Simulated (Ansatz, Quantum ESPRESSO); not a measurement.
# AlN, zinc blende or diamond type, strained in the (001) plane: the peak of the slowest decay at Γ at a withheld member of a series

How the rows were computed: Quantum ESPRESSO 7.5, PBE, GBRV ultrasoft. The cubic cell is relaxed first; each member is held at its strain in the plane while the axis along [001] relaxes. pwcond (ikind = 0) gives the complex bands along [001] at three points across. Fixed occupations. The series steps biaxial strain in the plane.

```
biaxial strain in the plane  peak of the slowest decay at Γ (1/Å)
                       -4 %                                0.2970
                       -3 %                                0.2900
                       -2 %                                0.2840
                       -1 %                                0.2770
                        0 %                                0.2700
                        1 %                                0.2630
                        3 %                                0.2490
                        4 %                                0.2430
```

To predict: What is the peak of the slowest decay at Γ at 2 %?

**Fit.** The rows at 1 % and 3 % give a slope of (0.2490 − (0.2630))/(3 − (1)) = −0.007, so a straight line gives 0.2560 1/Å. A parabola through these and the row at 0 % gives 0.2560 1/Å.

What the calculation gave: 0.2560 1/Å. The line misses by 0.0000 and the parabola by 0.0000 1/Å. Both misses are under 5 % of the step from the nearer row.

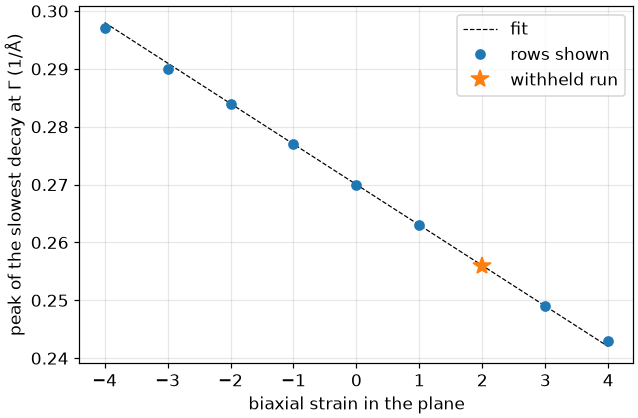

The rows shown, the fit and the withheld run.

**Limits.** Atoms keep their symmetric sites, so polar or tilted distortions are left out; semilocal gaps and decay constants are too small; no spin-orbit coupling; three points across.

[Logs are printed without paths, hosts, clocks, repeated set-up lines and the standing remarks that a program may print on its own settings, such as how far it seeks lower states.]
